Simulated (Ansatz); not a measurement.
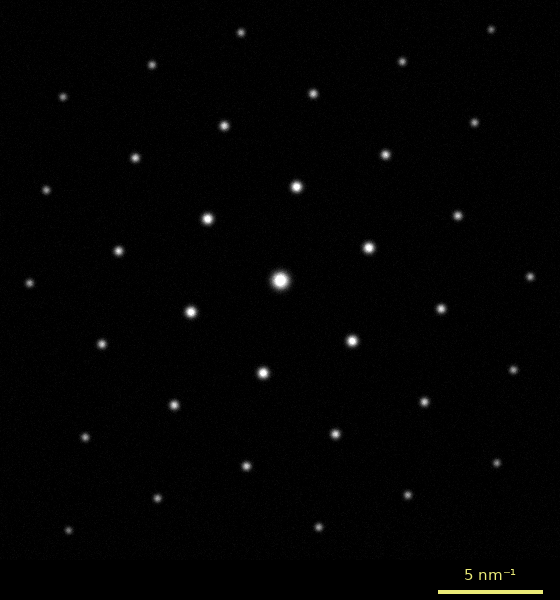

The pattern is a kinematic simulation for 100 kV electrons (no multiple scattering; isotropic B = 0.3 Å²).

> Describe the geometry of this pattern.

The spots form a hexagonal net with both shortest vectors at d = 2.19 Å, 60.0° apart.

> What is the point symmetry of the pattern, intensities included?

6mm. A zero-layer kinematic pattern is always centrosymmetric (Friedel's law). Such a pattern arises along the three- or sixfold axis of a trigonal, hexagonal or cubic crystal.

> What was simulated?

This cannot be fixed from one zone alone; the pattern is [111] of Os, space group Im-3m (No. 229), a = 3.101 Å. The net vectors are -1 1 0 and -1 0 1. Structure: the input geometry of an electronic-structure calculation (not necessarily at equilibrium); the starting structure was generated, so it need not be a known form of this composition.
